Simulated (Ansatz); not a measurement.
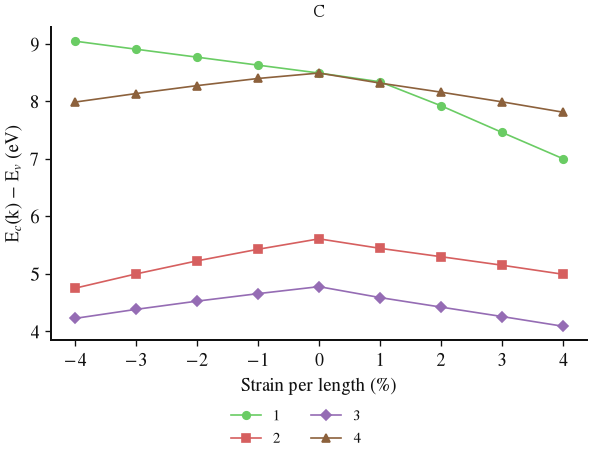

Lowest conduction level at each named k point, counted from the valence-band top at Γ. The curves are numbered.

System: diamond-type C, space group Fd-3m, 2 atoms in the primitive cell, relaxed with r2SCAN; unstrained, cubic a = 3.560 Å. The cell is strained biaxially in the (111) plane; the length along [111] and the atoms are relaxed again with r2SCAN. Points keep the names of the unstrained cell; those that the strain makes unlike carry their directions on the cubic axes x, y, z. Ansatz; PBE, Ansatz PAW set, no spin polarisation, no spin-orbit coupling, 12×12×12 k mesh, 420 eV cutoff, Fermi-Dirac smearing of 0.02 eV.

### Which curve belongs to which k point: L [111], L [1−1−1]/[1−11]/[11−1], X and Γ?

1 is L [111]; 2 is Γ; 3 is X; 4 is L [1−1−1]/[1−11]/[11−1]. X goes from 4.23 through a maximum of 4.78 eV near 0 % to 4.09 eV, Γ goes from 4.75 through a maximum of 5.61 eV near 0 % to 4.99 eV, L [1−1−1]/[1−11]/[11−1] goes from 7.99 through a maximum of 8.49 eV near 0 % to 7.81 eV and L [111] falls by 2.05 eV.

### Which of these conduction levels is lowest, and does that change?

The lowest is the one at X, over the whole range.

The smallest gap over all k points computed is 4.12, 4.16, 4.18, 4.17, 4.15, 4.09, 4.04, 3.98 and 3.90 eV in turn; it lies up to 0.63 eV under the lowest value plotted. The strain splits the threefold valence top at Γ, and levels count from its highest part. LDA, GGA and most meta-GGA functionals understate gaps. The cell was built by a generator and needn't be a form met in nature. Diamond is metastable; the stable form of carbon is graphite.
